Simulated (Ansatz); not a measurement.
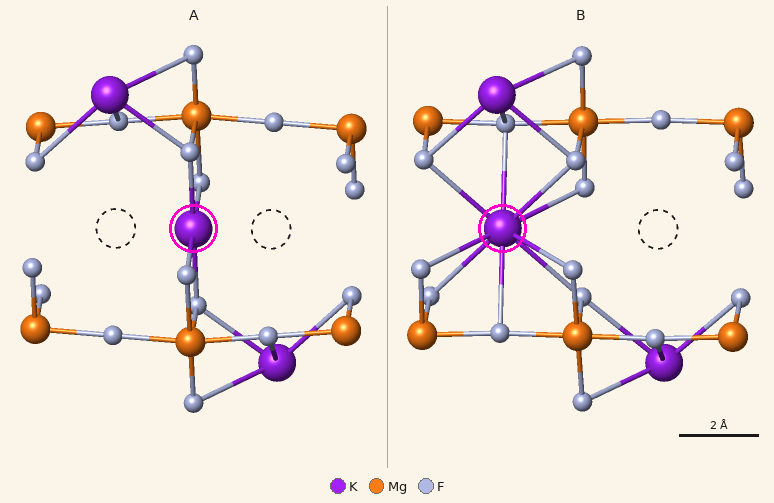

A vacancy jump of potassium in KMgF3 (Pm-3m phase), in a cell of charge −1 (on a uniform background) with 19 atoms, whose images lie 6.9 Å apart. One frame is the relaxed vacancy; in the other the neighbouring K atom (ringed) was set half-way along its jump of 3.99 Å and all atoms were relaxed in the symmetry of that start. Dashed circles mark empty sites. Style: ball-and-stick. Shown: the slice 3.8 Å thick through the jump, out to 5.2 Å from its middle, across the jump.

Theory: Ansatz, DFT PBEsol, scalar-relativistic, plane waves, PAW. (plane-wave cutoff 420 eV; k-point mesh 4 × 4 × 4; occupations gaussian; smearing width 0.05 eV; no spin polarisation; atoms relaxed in a fixed cell; force threshold 0.02 eV/Å).

What does the half-way point cost?

Answer. Frame A is the half-way start after relaxation. It lies 2.15 eV above the relaxed vacancy. The atom stays half-way, on the straight line. The symmetry of the start was kept and can hold it there, so for a path with one hump at the middle this is the barrier or an upper bound to it. There it has 4 F as nearest neighbours, the closest at 2.29 Å. The gap on the mesh is 7.00 eV with the relaxed vacancy and 6.66 eV half-way.

Limits of the set-up: the periodic images lie only 6.9 Å apart, so the values are limited by the cell's size; the cell is charged, on a uniform background, and energies carry no finite-size correction.
